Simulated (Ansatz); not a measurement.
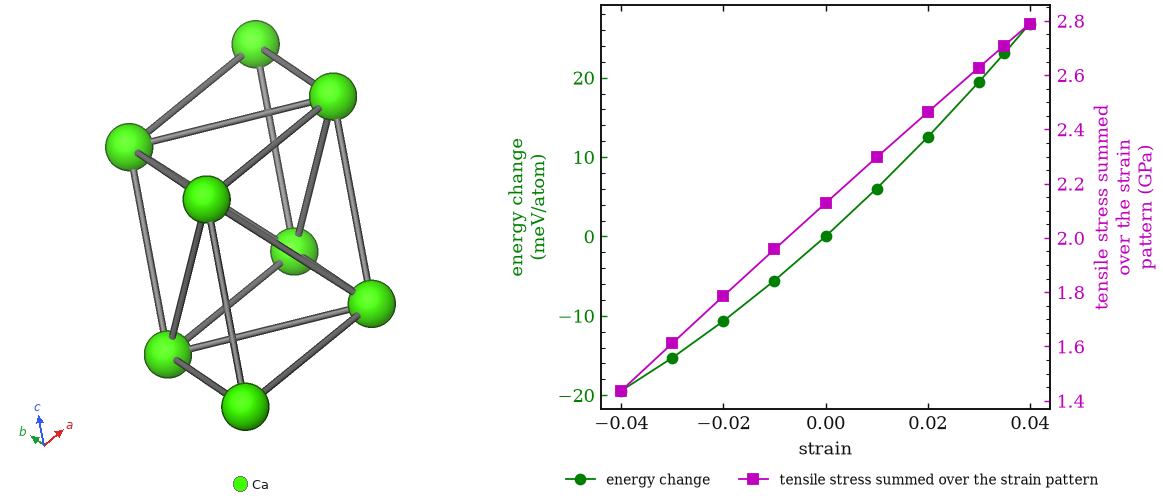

Caption: Energy change and tensile stress summed over the strain pattern against strain for Ca, space group Fm-3m (No. 225). The cell is drawn beside the plot.

The energy falls towards negative values, so the start isn't a stationary minimum along this path. The energy change rises from −19.44 meV/atom at strain −0.040 to 26.82 meV/atom at 0.040. The tensile stress summed over the strain pattern rises from 1.437 GPa at strain −0.040 to 2.790 GPa at 0.040. The slope of stress against strain at the start, which at zero pressure is the clamped-ion constant C11, is 16.9 GPa. The second derivative of tensile stress is −20 GPa.

Calculation (Ansatz 0.2.0): homogeneous strain of a crystal along one Voigt pattern with engineering shear, fractional coordinates fixed, by plane-wave density functional theory with PAW datasets, free energies less that of the undisturbed cell; scalar-relativistic. Level: LDA, no spin polarisation.

```tsv
setting	value
wave cutoff	420 eV
k mesh	14×14×14
occupations	Gaussian
smearing width	0.15 eV
k shift	(0, 0, 0) (mesh steps)
start	as given
strain pattern	(1, 0, 0, 0, 0, 0) (xx yy zz yz xz xy with engineering shear)
```

Structure:
```
CELL_PARAMETERS angstrom
0.00000 2.79420 2.79420
2.79420 0.00000 2.79420
2.79420 2.79420 0.00000
ATOMIC_POSITIONS crystal
Ca 0.00000 0.00000 0.00000
```

Limits of the calculation: reference crystal is not relaxed.
